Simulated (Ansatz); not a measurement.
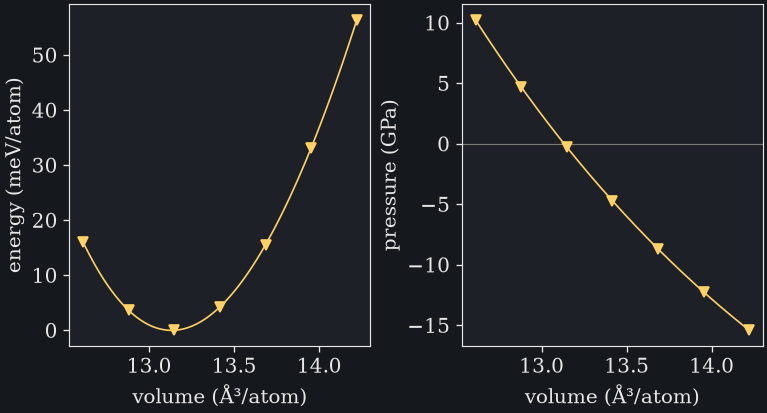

The figure shows the energy and pressure against volume for Si₂Mo, space group I4/mmm (No. 139).

Cell as given: a = 4.535 Å, b = 4.535 Å, c = 4.535 Å, α = 138.68°, β = 138.68°, γ = 59.86°; 3 atoms.

Computed with Ansatz 0.2.0: plane-wave DFT, no spin polarisation; energies at scaled volumes of the given cell, shape and fractions fixed, counted from the fit's minimum, third-order Birch-Murnaghan fit. Level: r2SCAN with D3(BJ).

| setting | value |
| --- | --- |
| k mesh | 12×12×12 |
| occupations | Fermi–Dirac |
| smearing width | 0.05 eV |
| potentials | Ansatz PAW |
| wave cutoff | 500 eV |
| density cutoff | 2000 eV |

The numbers behind the figure:

```tsv
volume (Å³/atom)	energy (meV/atom)	pressure (GPa)
12.61	16.07	10.24
12.88	3.64	4.70
13.15	0.01	-0.27
13.42	4.25	-4.71
13.68	15.54	-8.69
13.95	33.13	-12.25
14.22	56.35	-15.42
```

Note: shape and atomic fractions are frozen while scaling, which makes layered, chain and framework solids too stiff.
